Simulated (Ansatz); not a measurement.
# Ge₄Si: geometry relaxation (part 1 of 2)

Ge₄Si (slab, 5 atoms in the cell), computed with DFT LDA, scalar-relativistic, plane waves, PAW, PAW set soft_1, no spin polarisation (Ansatz 0.2.0).

The structure derives from an entry of the Crystallography Open Database. The input holds or restrains some coordinates. Forces given for the steps count only the free coordinates. Figures and captions count atoms from 1; the log counts them from 0 in places.

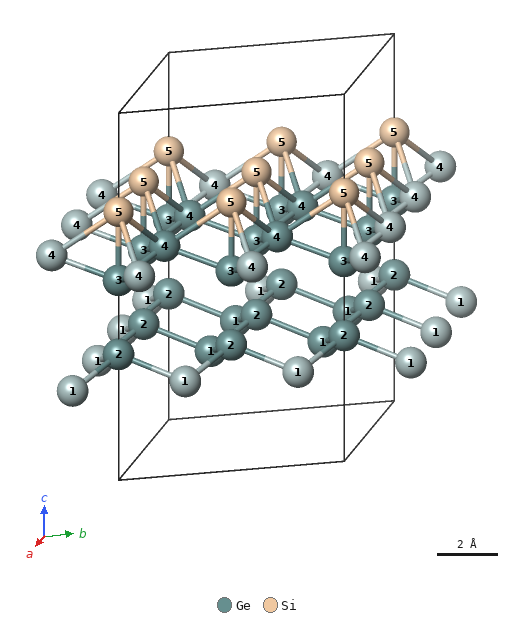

*The input geometry (ball-and-stick view of the 2 × 2 repeat of the cell, with the vacuum cut short, seen slightly off an axis; neighbours outside the cell are drawn fainter; atoms are numbered from 1 in the order of the input). An atom can appear more than once, as a periodic image.*

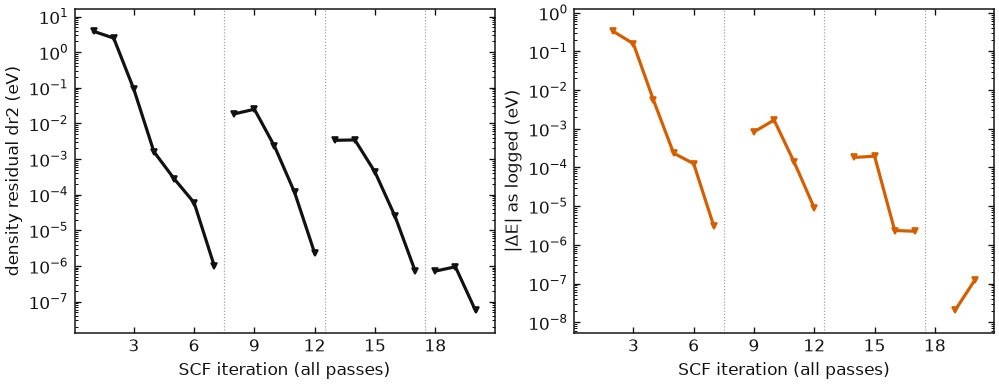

*Convergence of the self-consistent field: density residual dr2 and size of the energy change against the SCF iteration. The dotted lines part the SCF passes of the relaxation: geometry steps, rejected trials and re-solves on a re-selected basis.*

The passes take 7, 5, 5 and 3 iterations.

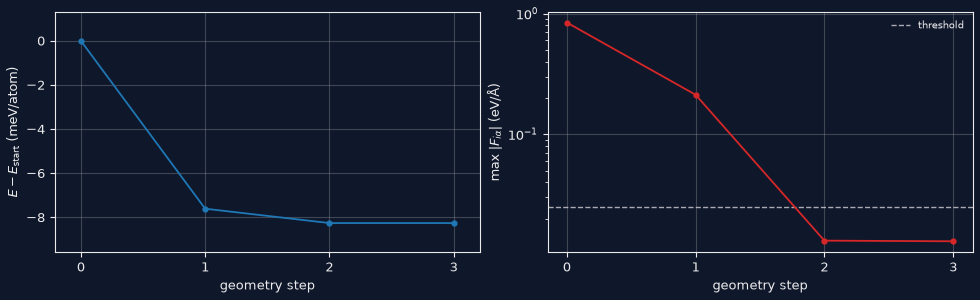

*Progress of the restrained relaxation, step by step (the first geometry is step 0 here and step 1 in the log).*

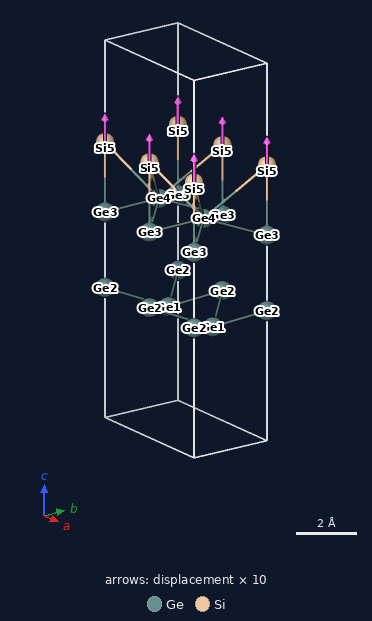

*The starting structure with the displacements as pink arrows, magnified 10 times (ball-and-stick view of the 2 × 1 repeat of the cell, with the vacuum cut short, seen slightly off an axis).*

After 3 geometry steps the energy has fallen by 8.3 meV per atom. Largest force component: 0.84 eV/Å at the start, 0.013 eV/Å at the end. The largest move is that of Si5, 0.10 Å. Ge stays in place. The cell stays as it was. Among the contacts that change: Ge3–Si5 2.380 → 2.484 Å, Ge4–Si5 2.825 → 2.887 Å. Among the angles that change: Ge4–Si5–Ge4 89.4° → 87.0°, Si5–Ge4–Si5 89.4° → 87.0°. (Atoms are counted from 1 in the order of the input.)

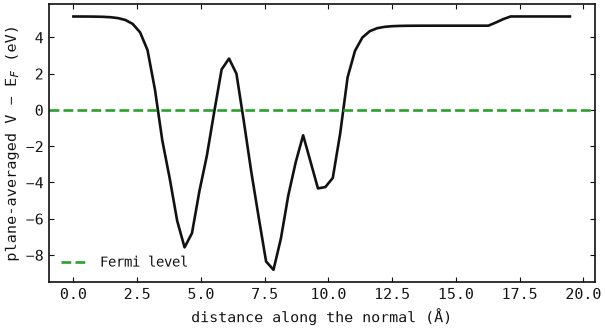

*Plane average of the electrostatic potential energy of an electron across the cell, from the Fermi level.*

The vacuum level lies 4.65 eV above the Fermi level on the upper side and 5.15 eV on the lower.

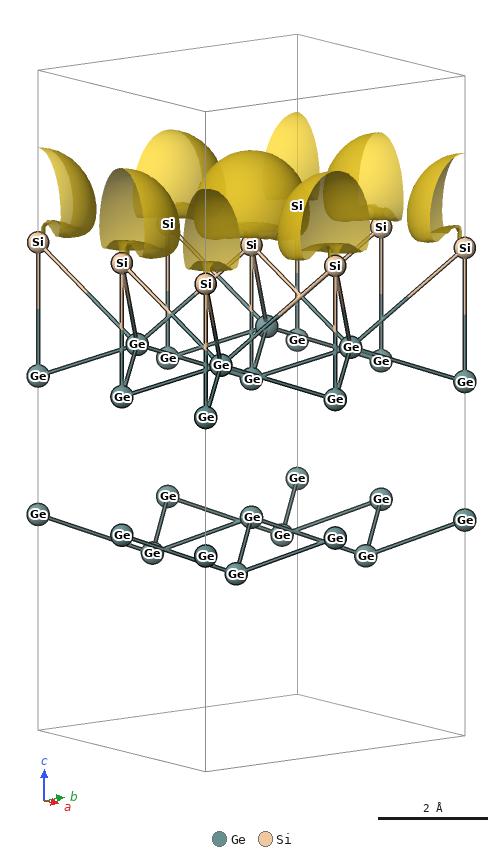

*Isosurface of the electron localisation function at 0.85 (yellow), seen slightly off an axis. Core shells and regions of very low density are left out. Sticks mark near contacts.*

Values along the shortest contacts: Ge–Ge (2.41 Å): the ELF peaks at about 0.65 between the atoms. Si–Ge (2.48 Å): the ELF is about 0.60 at the midpoint. The fields are those of the smooth PAW valence density.

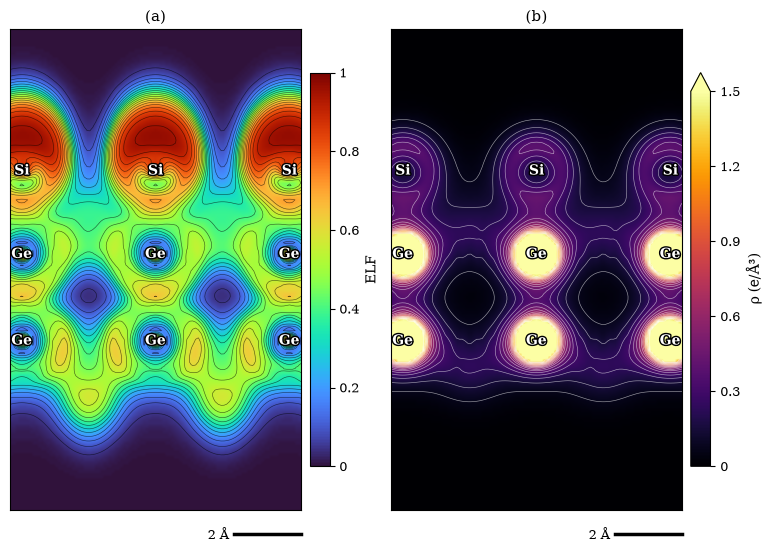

*(a) electron localisation function; (b) valence pseudo-density on the (010) plane of the calculation cell, a cut from vacuum to vacuum.*

The section cuts through Ge and Si sites. Si–Ge (2.48 Å): ρ is about 0.4 e/Å³ halfway; the ELF is about 0.60 at the midpoint. The density dies away to nearly zero in the vacuum. The strong features right at Ge lie inside the PAW spheres (semicore, d or f shells) and say nothing about bonding.

These pictures come from the run below.

### Input
```yaml
crystal:
  lattice:
    - [3.9749475856, 0.0, 0.0]
    - [-1.9874737928, 3.4424055879, 0.0]
    - [0.0, 0.0, 19.6181517136]
  atoms:
    - { symbol: Ge, position: [0.3333333333, 0.6666666667, 0.2038928059] }
    - { symbol: Ge, position: [0.0, 0.0, 0.2452515838] }
    - { symbol: Ge, position: [0.0, 0.0, 0.376488145] }
    - { symbol: Ge, position: [0.6666666667, 0.3333333333, 0.413808183] }
    - { symbol: Si, position: [1.0, 1.0, 0.4978088947] }
basis:
  ecutwfc: 420
kpoints:
  mp_grid: { grid: [9, 9, 1] }
hamiltonian:
  xc: lda
  pseudopotentials: { kind: paw, azcp: { folder: soft_1 } }
scf:
  occupations: { method: gaussian, width: 0.1 }
output:
  forces: true
  eigenvalues: true
  write_density: true
  write_potential: true
  elf: true
  volumetric_format: npy
relax:
  adjacent_minimum: "off"
  f_tol: 0.025
  max_steps: 16
  constraints: [{ sites: [0, 1, 2, 3] }, { sites: [4], fix: xy }]
efield:
  axis: 3
  dipole_correction: true
  ramp_width: 0.04
```

Launched with:
```bash
ansatz run input.yaml --threads 2 --pin off --max-ram 6144MiB --backend cpu --events-out ev --progress --plain --runs-dir out
```

### Output
```
Warning: [file] the record states the generating functional pbe (its physics header spells it `PBE`), which answers neither for hamiltonian.xc's functional nor for the lda family's — results may be inconsistent (PPs are generated against a specific XC)
Warning: [file] the record states the generating functional pbe (its physics header spells it `PBE`), which answers neither for hamiltonian.xc's functional nor for the lda family's — results may be inconsistent (PPs are generated against a specific XC)
Engine: ansatz 0.2.0, aarch64-unknown-linux-gnu
Pseudopotentials: kind: paw
Pseudopotential: Ge, paw, valence charge 14, recommended cutoff 420 eV (normal), [file]
Pseudopotential: Si, paw, valence charge 4, recommended cutoff 420 eV (normal), [file]
Functional definition: SPW92
  exchange = slater_x
  correlation = pw_c
Crystal: 5 atoms, lattice volume = 268.443 Å³
Basis set: ecut = 420 eV, 5309 PW (Γ)
Bands: 36, of which v1, the nominal top of the filled ones, is band 30 counted from 1 (29 counted from 0)
Symmetry: 6 space group operations
Space group: P3m1 (ITA 156), of the structure as read, at distance tolerance 6.5e-5 Å
k-points: 12 of 81 (time reversal used)
Non-local potential: Ge, projectors of the file, l = 0: 2, l = 1: 2, l = 2: 3, l = 3: 1
Non-local potential: Si, projectors of the file, l = 0: 2, l = 1: 2, l = 2: 1
PAW form: soft (Blöchl's): semilocal exchange-correlation on the pseudo side does not see the compensation charge
PAW frozen core: Ge, regenerated for the run's functional, and the local potential with it (the file was generated under x = pbe(κ = 0.804, μ = 0.2195149727645171), c = pbe(β = 0.06672455060314922))
PAW frozen core: Si, regenerated for the run's functional, and the local potential with it (the file was generated under x = pbe(κ = 0.804, μ = 0.2195149727645171), c = pbe(β = 0.06672455060314922))
PAW one-centre angular grid: Ge, 590 points (default); XC on 64 Gauss nodes
PAW one-centre angular grid: Si, 110 points (default); XC on 64 Gauss nodes
Initial density: superposition of atomic densities (neutral atoms: chi_scale 0, normalization atom)
Initial wavefunctions: pseudopotential atomic-orbital guess
Functional: x = slater, c = lda
SCF iter   1: F=—  HF=-17468.519167 eV  |F-HF|=—  |Δ(HF+E_count)|=         —  Δρ=1.90e-2  dr2=3.84e0  ethr=3.10e-3  p=-0.000 e·Å  D=-6.64e-7 V/Å  ΔV_dip=0.00 eV  dr2_dipole=1.34e0  V_vac-E_F(+/−)=6.16/6.16 eV  ⟨swp⟩=7.1  Hψ=1863  notcnv=0
efield: sawtooth ramp at fractional position 0.8309 (placed from the atoms, in the widest stretch of the axis that holds none; the zero of the levels goes with the place), width 0.0400; the density the first Hamiltonian is built on has a dipole p = -0.000 e·Å; the dipole correction subtracts the counter field D = -6.64e-7 V/Å, which shifts the + side's vacuum level by +0.00 eV against the − side's; the planar-averaged density in the ramp window peaks in size at 9.4e-7 e/Å³
preconditioner: auto → LDOS  [insulator: Δε(μ)=0.196 eV  Ē_g=20.717 eV  σ=0.100 eV  W_gap=0.52  n_scr=54 (ndim 8)  ℏωp=17.6 eV  f_vac=0.527  D(μ)=2.11/eV (n_scr^D=6)  ε∞_Penn≈1.7  β→1.0]
SCF iter   2: F=—  HF=-17468.188529 eV  |F-HF|=—  |Δ(HF+E_count)|=   3.31e-1  Δρ=8.75e-3  dr2=2.48e0  ethr=3.10e-3  p=0.098 e·Å  D=6.60e-2 V/Å  ΔV_dip=-1.29 eV  dr2_dipole=1.31e0  V_vac-E_F(+/−)=4.11/5.41 eV  ⟨swp⟩=3.1  Hψ=732  notcnv=0  defer=16
SCF iter   3: F=—  HF=-17468.030730 eV  |F-HF|=—  |Δ(HF+E_count)|=   1.58e-1  Δρ=2.08e-3  dr2=9.16e-2  ethr=3.10e-3  p=0.029 e·Å  D=1.93e-2 V/Å  ΔV_dip=-0.38 eV  dr2_dipole=3.88e-2  V_vac-E_F(+/−)=5.02/5.40 eV  ⟨swp⟩=2.8  Hψ=574  notcnv=0  defer=14
SCF iter   4: F=—  HF=-17468.025226 eV  |F-HF|=—  |Δ(HF+E_count)|=   5.50e-3  Δρ=5.34e-4  dr2=1.61e-3  ethr=1.53e-4  p=0.035 e·Å  D=2.36e-2 V/Å  ΔV_dip=-0.46 eV  dr2_dipole=2.19e-4  V_vac-E_F(+/−)=4.84/5.31 eV  ⟨swp⟩=1.7  Hψ=461  notcnv=0  defer=14
SCF iter   5: F=—  HF=-17468.024992 eV  |F-HF|=—  |Δ(HF+E_count)|=   2.34e-4  Δρ=2.43e-4  dr2=2.83e-4  ethr=2.68e-6  p=0.036 e·Å  D=2.42e-2 V/Å  ΔV_dip=-0.47 eV  dr2_dipole=9.10e-6  V_vac-E_F(+/−)=4.82/5.29 eV  ⟨swp⟩=2.4  Hψ=841  notcnv=0  defer=14
SCF iter   6: F=—  HF=-17468.024866 eV  |F-HF|=—  |Δ(HF+E_count)|=   1.26e-4  Δρ=6.27e-5  dr2=5.98e-5  ethr=4.72e-7  p=0.035 e·Å  D=2.37e-2 V/Å  ΔV_dip=-0.47 eV  dr2_dipole=2.52e-5  V_vac-E_F(+/−)=4.82/5.28 eV  ⟨swp⟩=2.5  Hψ=804  notcnv=0  defer=14
SCF iter   7: F=-17468.024863 eV  HF=-17468.024863 eV  |F-HF|=9.36e-8  |Δ(HF+E_count)|=   3.04e-6  Δρ=1.72e-5  dr2=1.02e-6  ethr=2.60e-8  p=0.035 e·Å  D=2.34e-2 V/Å  ΔV_dip=-0.46 eV  dr2_dipole=8.36e-8  V_vac-E_F(+/−)=4.82/5.28 eV  ⟨swp⟩=21.7  Hψ=4559  notcnv=0
SCF 1 converged in 7 iterations: F = -17468.024863 eV  dr2 = 1.02e-6
  greatest PAW one-centre occupation: 0.998 electrons in one spin orbital (limit 2), on the Ge atom at site 2 (counted from 0), in its partial waves of l = 2
relax step   1: F+E_penalty+E_count = -17468.02486288 eV  Δ(F+E_penalty+E_count) = +0.000e0 eV  max|allowed force component| = 8.425e-1 eV/Å  Δτ_max = 0.0000 Å  (7 SCF iters, dr2 threshold 1.56e-5 eV, accepted)
Initial density: handed on by an earlier stage of this run
Initial wavefunctions: those handed on with the density
iter 1 solved again at ethr=2.99e-5 eV; its pass at ethr=3.10e-3 eV (dr2=1.79e-2 eV) is discarded
```
